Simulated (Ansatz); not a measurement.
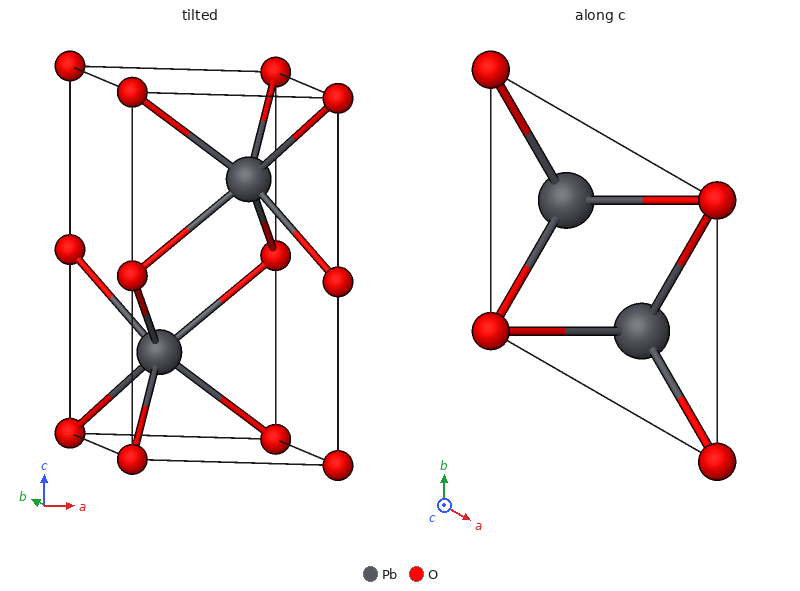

The image is a ball-and-stick drawing of a crystal, viewed slightly off an axis and along the c axis. The parallelepiped is the conventional unit cell. Cell: a = 3.62 Å, b = 3.62 Å, c = 6.35 Å, α = 90.00°, β = 90.00°, γ = 120.00°.

Its origin is a structure type filled with these elements by a generator (whether the compound takes this form wasn't checked). Earlier steps of the study, as a rule a relaxation of our own, may have changed the cell and positions, so they can lie some per cent off the listed ones. An electronic-structure calculation with Ansatz was run on it.

> What structure is drawn here?

The structure is one of PbO. It belongs to space group P6_3/mmc (No. 194) and has a primitive hexagonal lattice. The prototype is anti-NiAs type. It has 4 atoms to the cell (2 Pb, 2 O). Each Pb has six O in a distorted trigonal prismatic arrangement at about 2.6 Å. Each O has six Pb in an octahedral arrangement at about 2.6 Å. The bonds build a three-dimensional framework.

The calculation used DFT PBE, scalar-relativistic, plane waves, PAW (Ansatz), with a basis cut at 420 eV, a 10×10×6 sampling of the Brillouin zone, Gaussian smearing of 0.05 eV, no spin polarisation.

> Is the electronic structure metallic or gapped?

A metal: bands cross the Fermi level.

> How charged are the atoms, by the Bader scheme?

Pb +1.19 e; O -1.19 e.

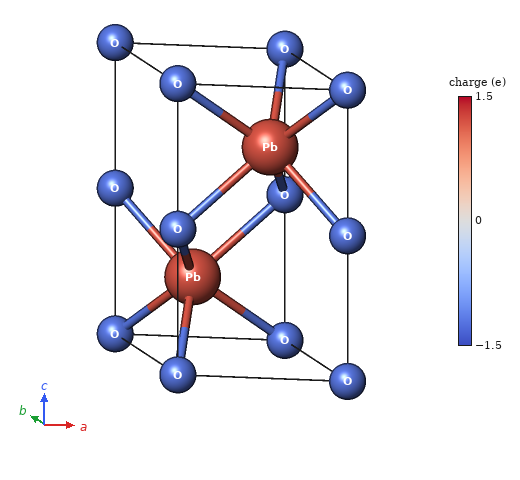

The atoms coloured by those charges. The run's cell of 4 atoms is drawn.

> Is this an equilibrium geometry for the method given?

Yes. All forces vanish to within 0.01 eV/Å. The pressure is 0.0 GPa, close to zero.
